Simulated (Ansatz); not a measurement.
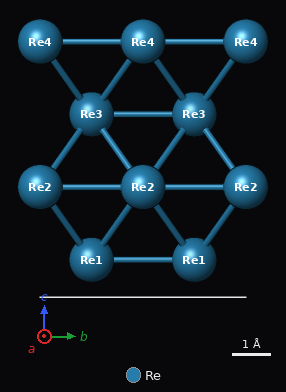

Starting structure of a slab of composition Re (cut from the Fm-3m phase). A ball-and-stick model of the 3 × 2 repeat of the cell, outlined in the plane, without the vacuum, seen along the a axis.

Case: clean slab, lower half held. The slab is the (1 0 0) face of Re. 2 atoms are held fixed.

Theory: DFT PBEsol, scalar-relativistic, plane waves, PAW (Ansatz 0.2.0).

The input:
```yaml
crystal:
  lattice:
    - [2.7439667418, 0.0, 0.0]
    - [0.0, 2.7439667418, 0.0]
    - [0.0, 0.0, 22.8208324714]
  atoms:
    - { symbol: Re, position: [0.5, 0.5, 0.3724666929] }
    - { symbol: Re, position: [0.0, 0.0, 0.4574888976] }
    - { symbol: Re, position: [0.5, 0.5, 0.5425111024] }
    - { symbol: Re, position: [0.0, 0.0, 0.6275333071] }
basis:
  ecutwfc: 420
kpoints:
  mp_grid: { grid: [10, 10, 1] }
hamiltonian:
  xc: pbesol
scf:
  occupations: { method: gaussian, width: 0.1 }
output:
  forces: true
  eigenvalues: true
relax:
  adjacent_minimum: "off"
  f_tol: 0.03
  max_steps: 70
  constraints: [{ sites: [0, 1] }]
efield:
  axis: 3
  dipole_correction: true
```

### What does the optimiser find from here?

After 3 accepted moves (4 points after the start) the energy has fallen by 56.2 meV per cell of the calculation. Largest force component: 1 eV/Å at the start, 0.028 eV/Å at the end. 1 step only repeated the SCF at the same geometry. Re4 moves most: 0.11 Å along the normal (−c). The cell doesn't change. Among the contacts that change: Re3–Re4 2.744 → 2.678 Å, Re2–Re3 2.744 → 2.732 Å. The run took about 50 core-seconds on a shared host.

After the run, drawn alike:

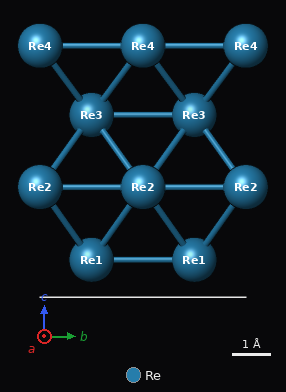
